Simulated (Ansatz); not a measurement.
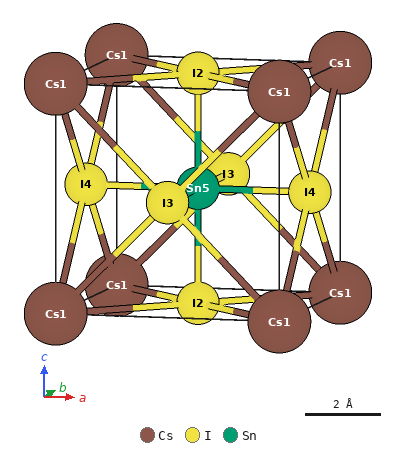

This is the input geometry for a relaxation of a crystal of CsSnI3 (set up in Pm-3m). A ball-and-stick model of the cell of the calculation, seen slightly off an axis.

The run lets cell and atoms move.

All numbers below come from Ansatz, Kohn-Sham DFT of a periodic cell, LDA, Ansatz PAW.

The input:
```yaml
crystal:
  lattice:
    - [6.2057, 0.0, 0.0]
    - [0.0, 6.2057, 0.0]
    - [0.0, 0.0, 6.2057]
  atoms:
    - { symbol: Cs, position: [0.0, 0.0, 0.0] }
    - { symbol: I, position: [0.5, 0.5, 0.0] }
    - { symbol: I, position: [0.5, 0.0, 0.5] }
    - { symbol: I, position: [0.0, 0.5, 0.5] }
    - { symbol: Sn, position: [0.5, 0.5, 0.5] }
hamiltonian:
  xc: lda
  pseudopotentials: { kind: paw }
kpoints:
  mp_grid: { grid: [5, 5, 5] }
scf:
  occupations: { method: fermi_dirac, width: 0.05 }
output:
  forces: true
  stress: true
relax:
  f_tol: 0.01
  max_steps: 40
  cell: { stress_tol: 0.05 }
```

Command:
```bash
ansatz run input.yaml --threads 2 --pin off --max-ram 5120MiB --backend cpu --events-out ev --progress --plain --runs-dir out
```

### Predict the outcome.

No atom moves by more than 0.005 Å relative to the cell. The drawn cell changes as follows: a = b = c 6.206 → 6.021 Å (−3.0 %); the volume changes by −8.7 %. Near-neighbour distances that change, for instance: Cs1–I2 4.388 → 4.257 Å, I2–Sn5 3.103 → 3.011 Å. The space group stays Pm-3m (No. 221). After 3 accepted moves (4 points after the start) the energy has fallen by 0.112 eV per cell of the calculation. All forces vanish by symmetry, so only the cell relaxes. Pressure: −1.57 GPa at the start and −0.02 GPa at the end. At 1 point the geometry stayed and the basis and grid were re-selected for the new cell (energy shift of 2.6 meV per cell of the calculation at most each time). Cost: 12 s on 2 threads of Arm Neoverse V2, with other jobs on the host, peak memory 0.53 GiB.

The end point in the same view:

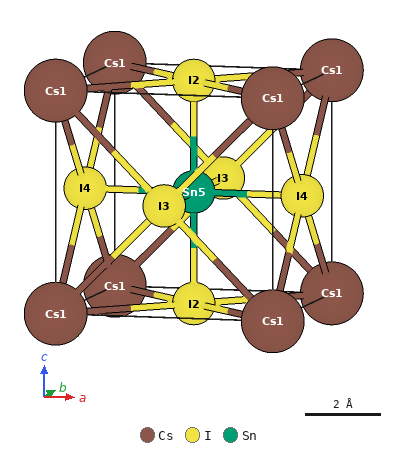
